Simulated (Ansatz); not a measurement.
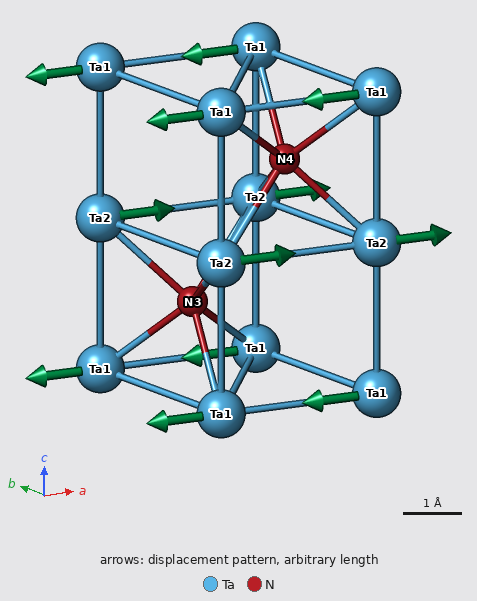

Lattice vibrations of a crystal of TaN relaxed at 5 GPa, space group P6₃/mmc (No. 194), at the zone centre. The optical levels lie at 154 (×2), 271, 443 (×2), 527 (×2), 532, 597 cm⁻¹. One mode is drawn. Displacements are drawn as green arrows; their common scale and sign are arbitrary. Style: ball-and-stick. Shown: the cell of the calculation, from a free direction.

Level of theory: DFT LDA, scalar-relativistic, plane waves, PAW (Ansatz 0.2.0). (plane-wave cutoff 420 eV; k-point mesh 18 × 18 × 8; occupations fermi dirac; smearing width 0.15 eV; target pressure 5 GPa; no spin polarisation)

The frequencies depend somewhat on the k-mesh and the smearing.

> To which level does it belong?

The level at 154 cm⁻¹. This is the E₂u mode (doubly degenerate; one member of the set is drawn), the lowest optical level, silent by symmetry (neither infrared- nor Raman-active). The N atoms stay at rest; all motion is along a; atoms of one kind move against one another, with no net shift of their sublattice.
